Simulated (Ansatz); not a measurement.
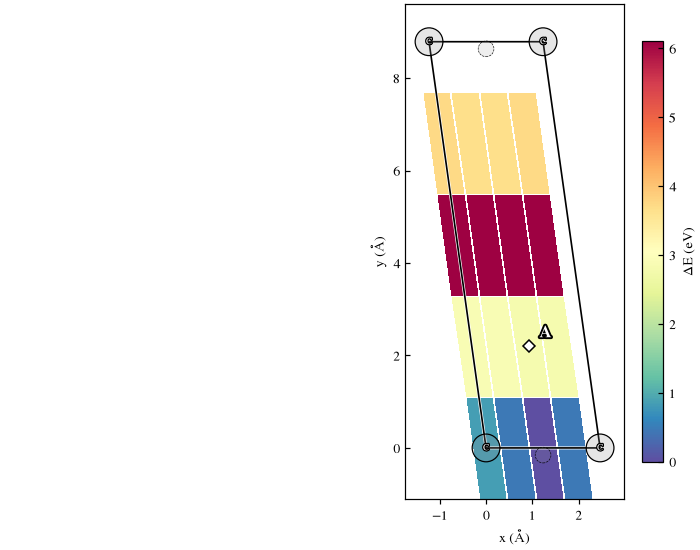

Si on a C(101) slab cut from the P6/mmm phase, its upper half relaxed before the scan (12 atoms of substrate and one adsorbate in a 2 × 1 cell). 
- Si is moved over the surface cell; relaxed at each place: the height of the adsorbate's atoms; substrate rigid; the origin of the map has the adsorbate above C11.
- Places are given modulo a cell vector. The map is drawn in real space over the plane of the surface.
- The grid has 4 × 4 points.
- Places are given in fractions of the 1 × 1 surface cell.
- Energies are in eV, from the lowest grid point.
- The relaxed height changes by up to 1.4 Å between neighbouring points.
- Method: DFT PBE, scalar-relativistic, plane waves, PAW (Ansatz). Settings: cutoff 420 eV, k-mesh 6×3×1, gaussian smearing 0.1 eV, no spin polarisation.

The picture shows one coloured cell a grid point, labelled circles for the atoms of the top layer and small ones for the second layer, the outline of one cell of the plane, the point A.

Which way does the force act at A, and how strong is it?

Answer. A, at (2/4, 1/4) of the cell vectors, is not a stationary point. The computed force is 4 eV/Å in the plane, pointing down in the picture (components 0.0 and −4.0 eV/Å).

PAW datasets: the set soft_1.
